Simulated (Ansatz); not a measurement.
**Single-point calculation, with input and output: CuI (part 2 of 2)**

CuI (F-43m, 2 atoms in the cell); DFT, PBE, PAW with Ansatz's default frozen-core files, fully relativistic files with spin-orbit coupling (Ansatz 0.2.0); cutoff 420 eV, 9×9×9 k-mesh, Fermi–Dirac smearing of 0.03 eV. The structure derives from an entry of the Crystallography Open Database. It belongs to a series of runs on one base structure; here: spin-orbit coupling on, PAW files.

Geometry of the input (Å; fractional positions):
```
0.0000  3.0315  3.0315
3.0315  0.0000  3.0315
3.0315  3.0315  0.0000
Cu 0.7500  0.7500  0.7500
I  0.0000  0.0000  0.0000
```

### Output, continued
```
  k-point 34: bands = ["-103.3255", "-103.3255", "-62.4920", "-62.4920", "-59.9060", "-59.9060", "-59.9060", "-59.9060", "-38.5583", "-38.5583", "-38.5582", "-38.5582", "-36.8482", "-36.8481", "-36.8453", "-36.8453", "-36.8452", "-36.8452", "-5.1255", "-5.1225", "2.7220", "3.0829", "3.4067", "3.8405", "4.3807", "4.4169", "6.0889", "6.1759", "6.3203", "6.3269", "6.3713", "6.4812", "6.5590", "6.6251", "6.9035", "6.9885", "12.2585", "12.6058", "12.7128", "12.8001", "13.8831", "13.9339", "15.2224", "15.2494"]
```

### File rho_z.tsv
```
# z_ang	rho[e/angstrom^3]	m_x[e/angstrom^3]	m_y[e/angstrom^3]	m_z[e/angstrom^3]	m_norm[e/angstrom^3]
# format = ansatz-planar-average/11
# lattice	0.000000000	3.031500000	3.031500000
# lattice	3.031500000	0.000000000	3.031500000
# lattice	3.031500000	3.031500000	0.000000000
# sites	2
# site	29	4.547250000	4.547250000	4.547250000
# site	53	0.000000000	0.000000000	0.000000000
0.000000	1.090856e0	0.000000e0	0.000000e0	0.000000e0	0.000000e0
0.142906	1.019958e0	0.000000e0	0.000000e0	0.000000e0	0.000000e0
0.285813	8.668057e-1	0.000000e0	0.000000e0	0.000000e0	0.000000e0
0.428719	6.644450e-1	0.000000e0	0.000000e0	0.000000e0	0.000000e0
0.571625	4.640879e-1	0.000000e0	0.000000e0	0.000000e0	0.000000e0
0.714531	3.128908e-1	0.000000e0	0.000000e0	0.000000e0	0.000000e0
0.857438	2.251631e-1	0.000000e0	0.000000e0	0.000000e0	0.000000e0
1.000344	1.771839e-1	0.000000e0	0.000000e0	0.000000e0	0.000000e0
1.143250	1.427109e-1	0.000000e0	0.000000e0	0.000000e0	0.000000e0
1.286157	1.150917e-1	0.000000e0	0.000000e0	0.000000e0	0.000000e0
1.429063	9.464384e-2	0.000000e0	0.000000e0	0.000000e0	0.000000e0
1.571969	8.058314e-2	0.000000e0	0.000000e0	0.000000e0	0.000000e0
1.714875	7.260497e-2	0.000000e0	0.000000e0	0.000000e0	0.000000e0
1.857782	7.077086e-2	0.000000e0	0.000000e0	0.000000e0	0.000000e0
2.000688	7.581758e-2	0.000000e0	0.000000e0	0.000000e0	0.000000e0
2.143594	9.083949e-2	0.000000e0	0.000000e0	0.000000e0	0.000000e0
2.286500	1.248729e-1	0.000000e0	0.000000e0	0.000000e0	0.000000e0
2.429407	1.942718e-1	0.000000e0	0.000000e0	0.000000e0	0.000000e0
2.572313	3.267944e-1	0.000000e0	0.000000e0	0.000000e0	0.000000e0
2.715219	5.665186e-1	0.000000e0	0.000000e0	0.000000e0	0.000000e0
2.858126	9.460108e-1	0.000000e0	0.000000e0	0.000000e0	0.000000e0
3.001032	1.408968e0	0.000000e0	0.000000e0	0.000000e0	0.000000e0
3.143938	1.762347e0	0.000000e0	0.000000e0	0.000000e0	0.000000e0
3.286844	1.799995e0	0.000000e0	0.000000e0	0.000000e0	0.000000e0
3.429751	1.528325e0	0.000000e0	0.000000e0	0.000000e0	0.000000e0
3.572657	1.178603e0	0.000000e0	0.000000e0	0.000000e0	0.000000e0
3.715563	9.671344e-1	0.000000e0	0.000000e0	0.000000e0	0.000000e0
3.858470	9.352902e-1	0.000000e0	0.000000e0	0.000000e0	0.000000e0
4.001376	1.003326e0	0.000000e0	0.000000e0	0.000000e0	0.000000e0
4.144282	1.076091e0	0.000000e0	0.000000e0	0.000000e0	0.000000e0
```

### File v_z.tsv
```
# z_ang	v_es[eV]	v_tot[eV]	b_x[eV]	b_y[eV]	b_z[eV]
# format = ansatz-planar-average/11
# xc	pbe
# density_cutoff_ev	1680
# datasets	Cu=:simpson_from_first_knot:soft	I=:simpson_from_first_knot:soft
# lattice	0.000000000	3.031500000	3.031500000
# lattice	3.031500000	0.000000000	3.031500000
# lattice	3.031500000	3.031500000	0.000000000
# sites	2
# site	29	4.547250000	4.547250000	4.547250000
# site	53	0.000000000	0.000000000	0.000000000
0.000000	5.545105e0	-5.373763e0	0.000000e0	0.000000e0	0.000000e0
0.142906	5.933324e0	-4.676128e0	0.000000e0	0.000000e0	0.000000e0
0.285813	6.033728e0	-4.223585e0	0.000000e0	0.000000e0	0.000000e0
0.428719	6.072021e0	-3.767472e0	0.000000e0	0.000000e0	0.000000e0
0.571625	6.219320e0	-3.131951e0	0.000000e0	0.000000e0	0.000000e0
0.714531	6.602672e0	-2.195284e0	0.000000e0	0.000000e0	0.000000e0
0.857438	7.275594e0	-9.433665e-1	0.000000e0	0.000000e0	0.000000e0
1.000344	8.197917e0	5.303131e-1	0.000000e0	0.000000e0	0.000000e0
1.143250	9.221162e0	2.065158e0	0.000000e0	0.000000e0	0.000000e0
1.286157	1.013130e1	3.432835e0	0.000000e0	0.000000e0	0.000000e0
1.429063	1.076752e1	4.458639e0	0.000000e0	0.000000e0	0.000000e0
1.571969	1.112024e1	5.095770e0	0.000000e0	0.000000e0	0.000000e0
1.714875	1.126005e1	5.339352e0	0.000000e0	0.000000e0	0.000000e0
1.857782	1.121925e1	5.270985e0	0.000000e0	0.000000e0	0.000000e0
2.000688	1.099783e1	4.962616e0	0.000000e0	0.000000e0	0.000000e0
2.143594	1.051561e1	4.220536e0	0.000000e0	0.000000e0	0.000000e0
2.286500	9.668630e0	2.881099e0	0.000000e0	0.000000e0	0.000000e0
2.429407	8.473918e0	1.068402e0	0.000000e0	0.000000e0	0.000000e0
2.572313	7.068392e0	-1.011555e0	0.000000e0	0.000000e0	0.000000e0
2.715219	5.635535e0	-3.138706e0	0.000000e0	0.000000e0	0.000000e0
2.858126	4.287536e0	-5.155671e0	0.000000e0	0.000000e0	0.000000e0
3.001032	3.012196e0	-7.049126e0	0.000000e0	0.000000e0	0.000000e0
3.143938	1.815473e0	-8.768679e0	0.000000e0	0.000000e0	0.000000e0
3.286844	8.410432e-1	-1.014297e1	0.000000e0	0.000000e0	0.000000e0
3.429751	2.951566e-1	-1.097444e1	0.000000e0	0.000000e0	0.000000e0
3.572657	3.285372e-1	-1.111853e1	0.000000e0	0.000000e0	0.000000e0
3.715563	9.727897e-1	-1.055286e1	0.000000e0	0.000000e0	0.000000e0
3.858470	2.109366e0	-9.396397e0	0.000000e0	0.000000e0	0.000000e0
4.001376	3.467869e0	-7.919395e0	0.000000e0	0.000000e0	0.000000e0
4.144282	4.702466e0	-6.483395e0	0.000000e0	0.000000e0	0.000000e0
```

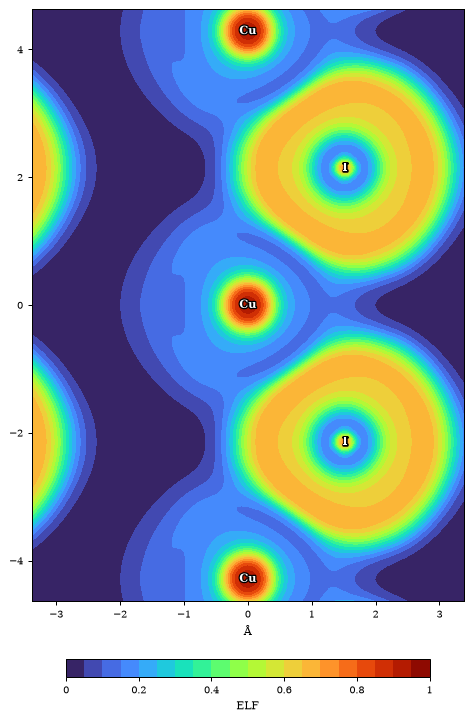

**Figure 1.** ELF on the (101) plane of the conventional cell. Atoms in the plane: Cu and I. Cu–I (2.63 Å): the ELF is about 0.55 at the midpoint. The strong features right at Cu lie inside the PAW spheres (semicore, d or f shells) and say nothing about bonding. Core electrons are frozen (PAW), so the fields are smoothed inside the atomic spheres.

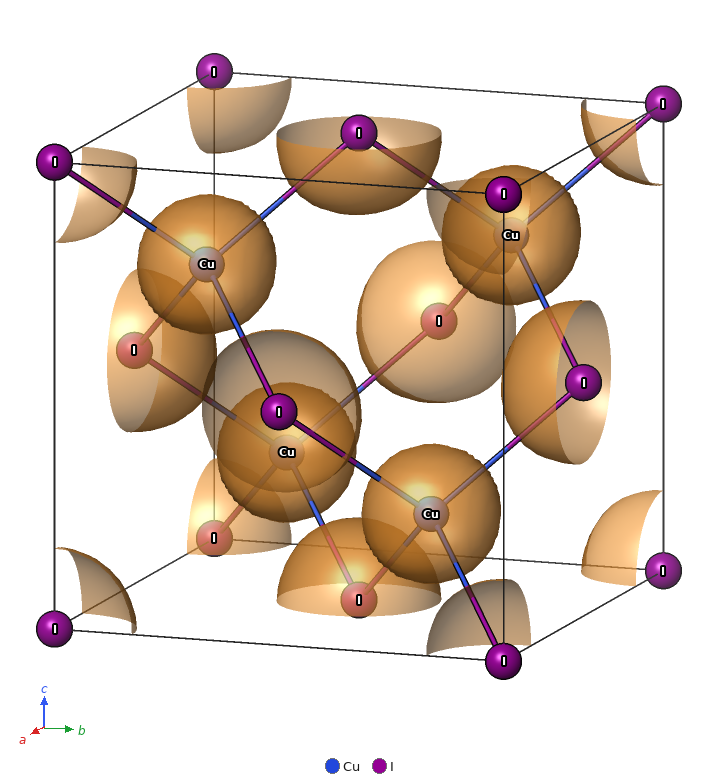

**Figure 2.** Isosurface of the valence electron density at 0.6 e/Å³ (orange), seen slightly off an axis. Sticks mark near contacts. The outline is the cell set on symmetry axes. At this value the density breaks into separate islands; it holds about 80 % of the electrons treated as valence (semicore included). It is pinched off along the Cu–I (2.63 Å) contacts. On the grid the lowest density along these lines, outside the cores, is 0.36 e/Å³ (Cu–I, 2.63 Å).

### Results in brief

```json
{"quantity": "outcome", "value": "converged"}
{"quantity": "space group (tolerance 0.01 Å)", "value": "F-43m (216)"}
{"quantity": "electrons treated", "value": "36"}
{"quantity": "free energy", "value": "−14141.7645 eV"}
{"quantity": "Fermi energy", "value": "8.810 eV"}
{"quantity": "net moment of the cell", "value": "0.00 μB"}
{"quantity": "integrated absolute moment", "value": "0.00 μB"}
{"quantity": "pressure", "value": "0.38 GPa"}
{"quantity": "field gradient V_zz (10²¹ V/m²)", "value": "zero at all sites"}
{"quantity": "largest force (length of the vector)", "value": "under 0.001 eV/Å"}
{"quantity": "wall time", "value": "83 s"}
{"quantity": "peak memory", "value": "0.68 GiB"}
```
